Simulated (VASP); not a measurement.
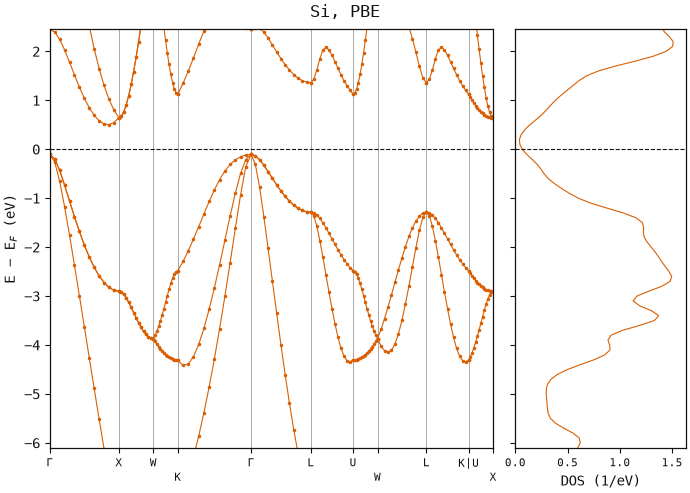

Band structure and density of states. Energies are counted from the Fermi level. The DOS curve is built from the levels of the k mesh with Gaussians 0.55 eV wide, which also blur the band edges; ripples of that width can come from the mesh.

**Which Bravais lattice do the labels of the path belong to?**

A face-centred cubic lattice: the path Γ–X–W–K–Γ–L–U–W–L–K|U–X runs through the special points of its Brillouin zone.

System: diamond-type Si, space group Fd-3m (No. 227), 2 atoms in the primitive cell.

```cif
data_structure
_symmetry_space_group_name_H-M 'P 1'
_symmetry_Int_Tables_number 1
_cell_length_a 3.8669
_cell_length_b 3.8669
_cell_length_c 3.8669
_cell_angle_alpha 60.000
_cell_angle_beta 60.000
_cell_angle_gamma 60.000
_cell_volume 40.89
loop_
_atom_site_label
_atom_site_type_symbol
_atom_site_fract_x
_atom_site_fract_y
_atom_site_fract_z
_atom_site_occupancy
Si1 Si 0.75000 0.75000 0.75000 1
Si2 Si 0.50000 0.50000 0.50000 1
```

Computed with VASP 6.6.1: PBE, VASP PAW PBE potentials, release 64 (Si), no spin polarisation, no spin-orbit coupling, 8×8×8 k mesh, 520 eV cutoff.

**Read off the fundamental gap and say whether it is direct.**

The material is gapped. The gap along this path is 0.61 eV and indirect, from the valence-band top at Γ to the conduction-band bottom between Γ and X; the smallest direct gap is 2.56 eV, at Γ.

**How many bands meet at the valence-band top?**

Three bands meet at the valence-band top at Γ: it is triply degenerate (spin aside).

**What are the direct gaps at K, L and U?**

The direct gaps are 3.61 eV at K, 2.65 eV at L and 3.61 eV at U.

LDA, GGA and most meta-GGA functionals understate gaps. The cell was derived from a database entry in an earlier step, so it needn't be the measured one.
